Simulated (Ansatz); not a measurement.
InAs (slab)

Input file:

```
crystal:
  lattice:
    - [8.6438581907, 0.0, 0.0]
    - [-4.3219290954, 7.4858007799, 0.0]
    - [0.0, 0.0, 20.4110504117]
  atoms:
    - { symbol: As, position: [0.5, 0.0, 0.3919445515] }
    - { symbol: As, position: [0.5, 0.5, 0.3919445515] }
    - { symbol: As, position: [0.0, 0.0, 0.3919445515] }
    - { symbol: As, position: [0.0, 0.5, 0.3919445515] }
    - { symbol: In, position: [0.1666666667, 0.8333333333, 0.4351667309] }
    - { symbol: In, position: [0.1666666667, 0.3333333333, 0.4351667309] }
    - { symbol: In, position: [0.6666666667, 0.8333333333, 0.4351667309] }
    - { symbol: In, position: [0.6666666667, 0.3333333333, 0.4351667309] }
    - { symbol: As, position: [0.6666666667, 0.8333333333, 0.5648332691] }
    - { symbol: As, position: [0.6666666667, 0.3333333333, 0.5648332691] }
    - { symbol: As, position: [0.1666666667, 0.8333333333, 0.5648332691] }
    - { symbol: As, position: [0.1666666667, 0.3333333333, 0.5648332691] }
    - { symbol: In, position: [0.3333333333, 0.6666666667, 0.6080554485] }
    - { symbol: In, position: [0.3333333333, 0.1666666667, 0.6080554485] }
    - { symbol: In, position: [0.8333333333, 0.6666666667, 0.6080554485] }
    - { symbol: In, position: [0.8333333333, 0.1666666667, 0.6080554485] }
basis:
  ecutwfc: 420
kpoints:
  mp_grid: { grid: [3, 3, 1] }
hamiltonian:
  xc: pbe
  dispersion: d3bj
scf:
  occupations: { method: gaussian, width: 0.1 }
output:
  forces: true
  eigenvalues: true
  write_density: true
  write_potential: true
  elf: true
  volumetric_format: npy
relax:
  adjacent_minimum: "off"
  f_tol: 0.03
  max_steps: 70
  constraints: [{ sites: [0, 1, 2, 3, 4, 5, 6, 7] }]
efield:
  axis: 3
  dipole_correction: true
  ramp_width: 0.04
```

Launched as:

```sh
ansatz run input.yaml --threads 4 --pin off --max-ram 10240MiB --backend cpu --events-out ev --progress --plain --runs-dir out
```

The fields are those of the run's last geometry, not of the input's.

Method: Ansatz, DFT PBE+D3(BJ), scalar-relativistic, plane waves, PAW.

Core electrons are frozen (PAW), and the valence fields are smoothed inside the atomic spheres.

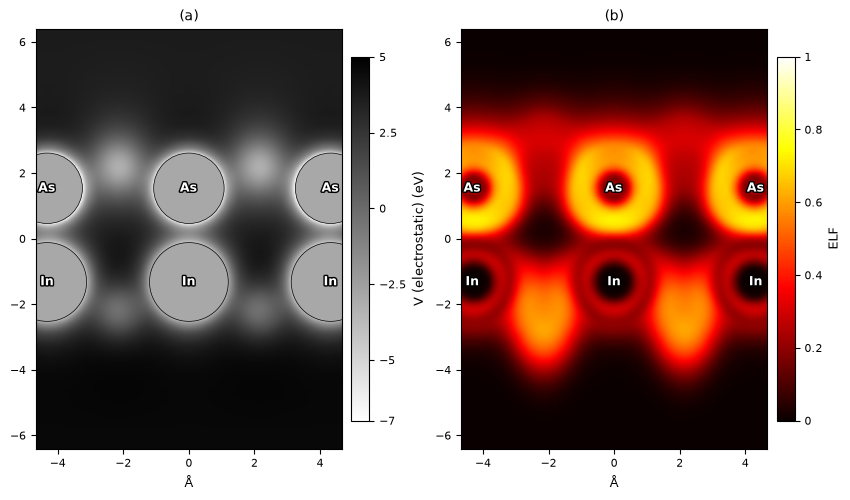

Figure 1. (a) electrostatic potential (local pseudopotential plus Hartree) felt by an electron; (b) ELF on the (010) plane of the calculation cell, a cut from vacuum to vacuum. Grey discs cover the atomic cores in the potential map.

> Read the bonding off the picture.

- Atoms in the plane: In and As.
- In–As (2.86 Å): the ELF is about 0.40 at the midpoint and 0.20 at its lowest between the atoms.

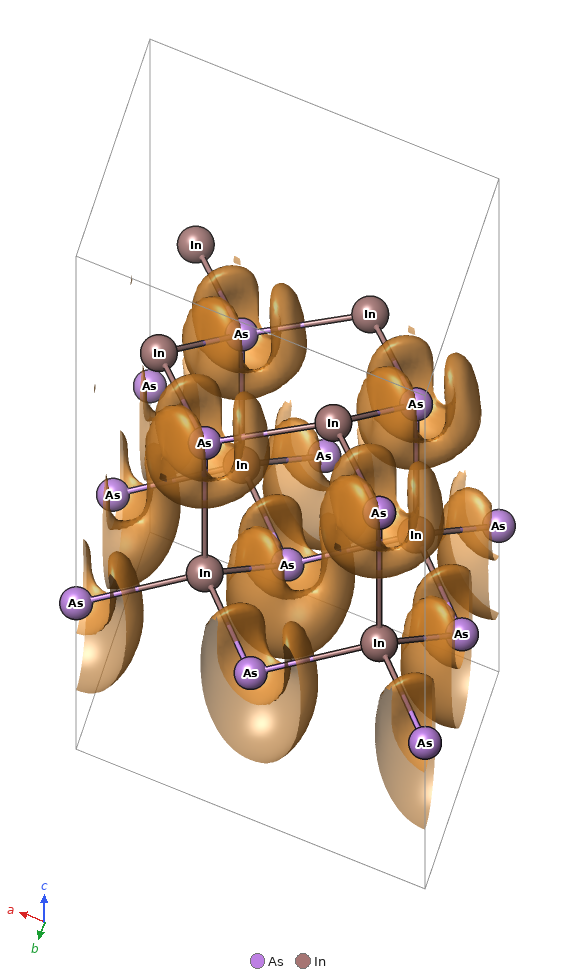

Figure 2. Isosurface of the electron localisation function at 0.65 (orange), seen at an oblique angle. Only the valence region is drawn (cores and ρ < 0.01 e/Å³ removed). Sticks mark near contacts.

> Where are the electrons localised?

At this value the surface marks out eight regions wrapped around As (the valence shell of each), counted in one cell of 16 atoms. Counts are for one cell; the picture repeats the cell along the surface. Along the contacts the grid gives the following. In–As (2.58 Å): the ELF is about 0.55 at the midpoint. In–As (2.65 Å): the ELF is about 0.55 at the midpoint.

> Metal or insulator at this level of theory?

It is gapless in this calculation (a metal or semimetal).
